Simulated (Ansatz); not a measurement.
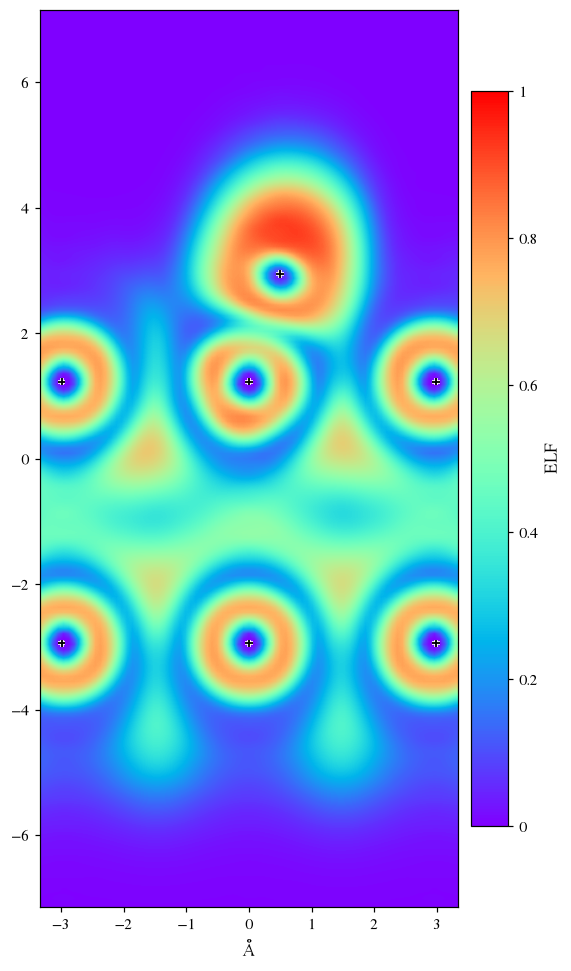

The electron localisation function on a plane through atoms (crosses mark nuclei in the plane).

All numbers below come from Ansatz, DFT PBE, scalar-relativistic, plane waves, PAW.

Candidates:
A. Ta12N (slab), a = 5.97 Å, b = 5.97 Å, c = 19.68 Å, α = 90.00°, β = 90.00°, γ = 90.00°. Not relaxed (largest force 0.9 eV/Å); computed without spin polarisation; PAW files of the earlier set (soft_1).
B. SnO, a = 3.87 Å, b = 3.87 Å, c = 5.07 Å, α = 90.00°, β = 90.00°, γ = 90.00°. Space group P4/nmm; PAW files of the earlier set (soft_1).

Which candidate gave the map?

Candidate A: Ta12N on the (100) plane of the calculation cell, a cut from vacuum to vacuum, which holds Ta and N. Ta–N (1.79 Å): the ELF peaks at about 0.80 in the valence shell of N, 0.5 Å from its nucleus, and drops to about 0.45 between the two atoms. Ta–Ta (2.99 Å): the ELF is about 0.35 at the midpoint.
